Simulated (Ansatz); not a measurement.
CoO

Input file:

```
crystal:
  lattice:
    - [1.6366812011, 0.9449383321, 5.2808442289]
    - [-1.6366812011, 0.9449383321, 5.2808442289]
    - [0.0, -1.8898766641, 5.2808442289]
  atoms:
    - { symbol: Co, position: [0.999489966, 0.999489966, 0.999489966], spin: -2.64 }
    - { symbol: Co, position: [0.499489855, 0.499489855, 0.499489855], spin: 2.64 }
    - { symbol: O, position: [0.3755095616, 0.3755095616, 0.3755095616] }
    - { symbol: O, position: [0.8755099674, 0.8755099674, 0.8755099674] }
basis:
  ecutwfc: 520.0
kpoints:
  mp_grid: { grid: [12, 12, 12] }
hamiltonian:
  xc: pbe
  hubbard: { sites: [{ species: Co, l: d, u_eff: 3.32 }] }
scf:
  occupations: { method: gaussian, width: 0.05 }
output:
  forces: true
  stress: true
  eigenvalues: true
  populations: true
  write_density: true
  write_potential: true
  elf: true
  volumetric_format: npy
magnetization:
  spin_polarized: true
```

Command:

```sh
ansatz run input.yaml --threads 2 --pin off --max-ram 4096MiB --backend cpu --events-out ev --progress --plain --runs-dir out
```

Below, planes, directions and counts refer to the conventional cell (a = 3.27 Å, b = 3.27 Å, c = 15.84 Å, α = 90.00°, β = 90.00°, γ = 120.00°).

Space group R3m; a structure from a database of computed crystals, not necessarily the ambient phase; Hubbard U of 3.32 eV on Co d only; spin-polarised.

Level of theory: Ansatz, DFT PBE+U, scalar-relativistic, plane waves, PAW.

What can the converged valence pseudo-density, electron localisation function and spin density tell about the bonding?

Co–O (1.96 Å): ρ at the midpoint is about 0.63 e/Å³; the ELF peaks at about 0.85 in the valence shell of O, 0.6 Å from its nucleus, and is about 0.20 at the midpoint: no shared electron pair shows on this line.
Co–O (2.01 Å): ρ is about 0.57 e/Å³ halfway; the ELF peaks at about 0.85 in the valence shell of O, 0.6 Å from its nucleus, and is about 0.15 at the midpoint (no shared electron pair shows on this line).
The spin density sits on Co: +2.4 μB (×3) and −2.4 μB (×3) in one cell of 12 atoms, with smaller moments on O (±0.09 μB): antiferromagnetic in this solution, which needn't be the ground state, with some nearest magnetic neighbours parallel and some opposed. The cell of the calculation (4 atoms) carries 0.0 μB of net spin moment.

Does the calculation give a band gap?

It is gapped, with a Kohn–Sham gap of 1.00 eV on the k-point mesh (the band edges may lie off the mesh, which would make the gap smaller).

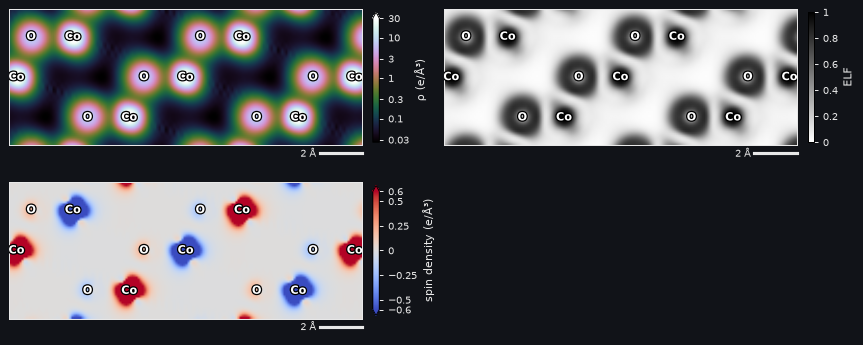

Computed valence pseudo-density, electron localisation function and spin density on the (110) plane of the conventional cell, in this order. 

Core electrons are frozen (PAW), and the valence fields are smoothed inside the atomic spheres.
